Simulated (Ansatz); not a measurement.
## Electronic structure of Ga$_{16}$As$_{15}$ (cell with a defect) in real space

The calculation's input:

```
crystal:
  lattice:
    - [-5.7453846526, -5.7453846526, 5.7453846526]
    - [5.7453846526, -5.7453846526, -5.7453846526]
    - [5.7453846526, 5.7453846526, 5.7453846526]
  atoms:
    - { symbol: Ga, position: [0.2398015078, 0.4955705596, 0.2406932127], spin: 0.25 }
    - { symbol: Ga, position: [0.0, 0.5, 0.5] }
    - { symbol: Ga, position: [0.5, 0.25, 0.25] }
    - { symbol: Ga, position: [0.25, 0.25, 0.5] }
    - { symbol: Ga, position: [0.0, 0.25, 0.75] }
    - { symbol: Ga, position: [0.75, 0.5, 0.75] }
    - { symbol: Ga, position: [0.5, 0.5, 0.0] }
    - { symbol: Ga, position: [0.0078661257, 0.745196028, 0.2530102266], spin: 0.25 }
    - { symbol: Ga, position: [0.75, 0.0, 0.25] }
    - { symbol: Ga, position: [0.5120419633, 0.0018066296, 0.5086804999], spin: 0.25 }
    - { symbol: Ga, position: [0.25, 0.0, 0.75] }
    - { symbol: Ga, position: [0.0, 0.0, 0.0] }
    - { symbol: Ga, position: [0.75, 0.25, 0.0] }
    - { symbol: Ga, position: [0.75, 0.75, 0.5] }
    - { symbol: Ga, position: [0.5, 0.75, 0.75] }
    - { symbol: Ga, position: [0.2560684179, 0.751571888, 0.0014179826], spin: 0.25 }
    - { symbol: As, position: [0.0, 0.75, 0.5] }
    - { symbol: As, position: [0.5, 0.5, 0.25] }
    - { symbol: As, position: [0.25, 0.5, 0.5] }
    - { symbol: As, position: [0.0, 0.5, 0.75] }
    - { symbol: As, position: [0.75, 0.75, 0.75] }
    - { symbol: As, position: [0.5, 0.75, 0.0] }
    - { symbol: As, position: [0.0, 0.0, 0.25] }
    - { symbol: As, position: [0.75, 0.25, 0.25] }
    - { symbol: As, position: [0.5, 0.25, 0.5] }
    - { symbol: As, position: [0.25, 0.25, 0.75] }
    - { symbol: As, position: [0.0, 0.25, 0.0] }
    - { symbol: As, position: [0.75, 0.5, 0.0] }
    - { symbol: As, position: [0.75, 0.0, 0.5] }
    - { symbol: As, position: [0.5, 0.0, 0.75] }
    - { symbol: As, position: [0.25, 0.0, 0.0] }
  host:
    lattice:
      - [0.0, 2.8726923263, 2.8726923263]
      - [2.8726923263, 0.0, 2.8726923263]
      - [2.8726923263, 2.8726923263, 0.0]
    atoms:
      - { symbol: Ga, position: [0.0, 0.0, 0.0] }
      - { symbol: As, position: [0.25, 0.25, 0.25] }
basis:
  ecutwfc: 420
  xc_grid: 2
kpoints:
  mp_grid: { grid: [2, 2, 2], shift: [0.5, 0.5, 0.5] }
hamiltonian:
  xc: pbe
scf:
  occupations: { method: gaussian, width: 0.02 }
output:
  forces: true
  stress: false
  eigenvalues: true
  populations: true
  charged_corrections: { defect_position: [0.25, 0.75, 0.25] }
  write_density: true
  write_potential: true
  elf: true
  volumetric_format: npy
magnetization:
  spin_polarized: true
relax:
  adjacent_minimum: "off"
  f_tol: 0.025
  max_steps: 60
```

Command:

```sh
ansatz run input.yaml --threads 8 --pin off --max-ram 22528MiB --backend cpu --events-out ev --progress --plain --runs-dir out
```

The fields are those of the run's last geometry, not of the input's.

Spin-polarised.

These are results of DFT PBE, scalar-relativistic, plane waves, PAW (Ansatz), not measurements.

In a PAW calculation such maps are meaningful between the atoms, not at the nuclei.

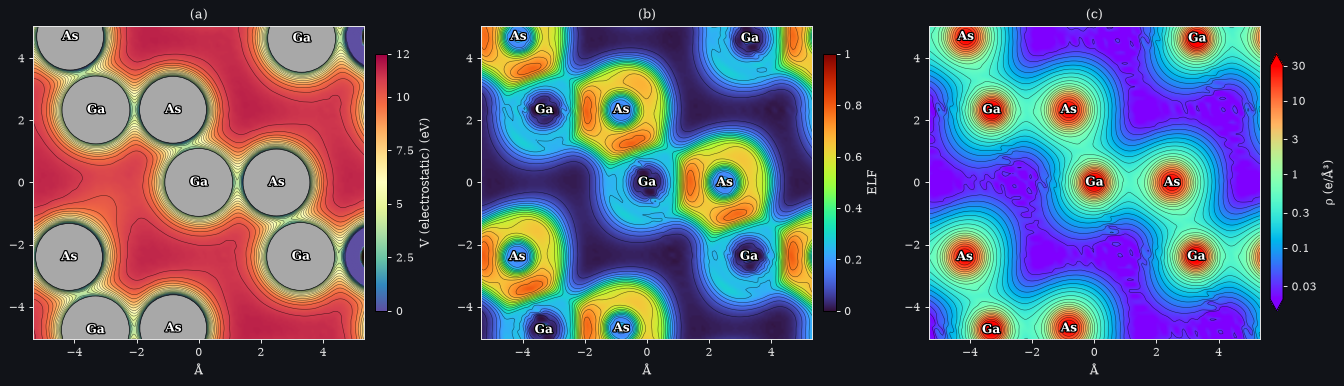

Figure 1. (a) electrostatic potential energy of an electron; (b) electron localisation function; (c) valence pseudo-density on the (001) plane of the calculation cell. Grey discs cover the atomic cores in the potential map.

Question: Read the bonding off the picture.

Answer: Atoms in the plane: Ga and As. Ga–As (2.48 Å): ρ is about 0.49 e/Å³ halfway, with its minimum of 0.44 e/Å³ about 1.1 Å from Ga; the ELF peaks at about 0.80 between the atoms. The density dies away to nearly zero in the voids. The features right at Ga lie inside the PAW spheres, where the map follows smoothed inner orbitals and isn't to be read closely. Outside the cores the potential energy rises away from the atoms and is highest about 2.3 Å from the nearest atoms; its zero is arbitrary.

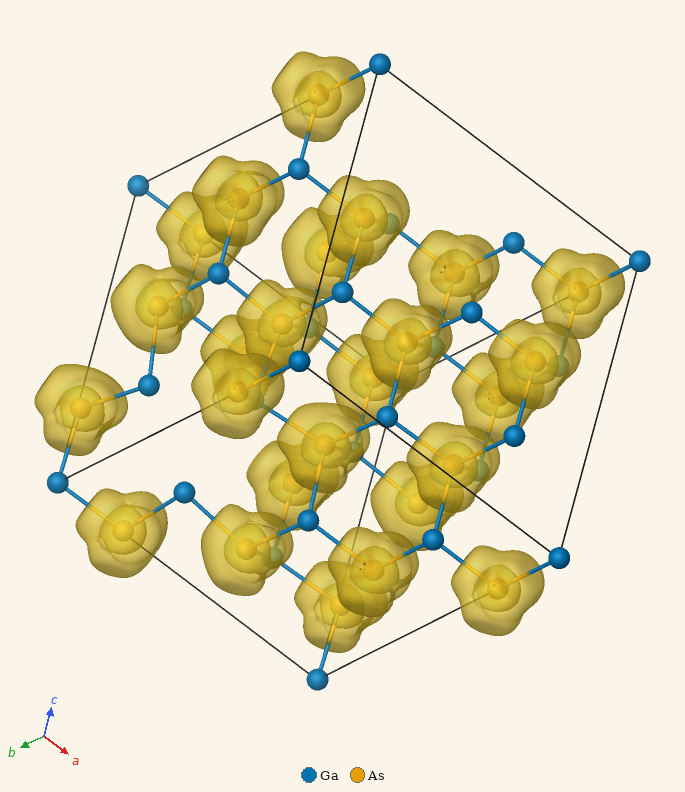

Figure 2. Isosurface of the electron localisation function at 0.6 (yellow), seen at an oblique angle. Only the valence region is drawn (cores and ρ < 0.01 e/Å³ removed). Sticks mark near contacts.

Question: Identify the bonds, lone pairs and shells in this picture.

Answer: The ELF exceeds this value in 15 regions on As in which the atom's valence shell and bonds are merged, counted in one cell of 31 atoms. Regions shared between cells count once. Along the contacts the grid gives the following. Ga–As (2.45 Å): the ELF peaks at about 0.75 between the atoms. Ga–As (2.50 Å): the ELF peaks at about 0.80 between the atoms.

Question: Metal or insulator at this level of theory?

Answer: It is gapless in this calculation (a metal or semimetal).
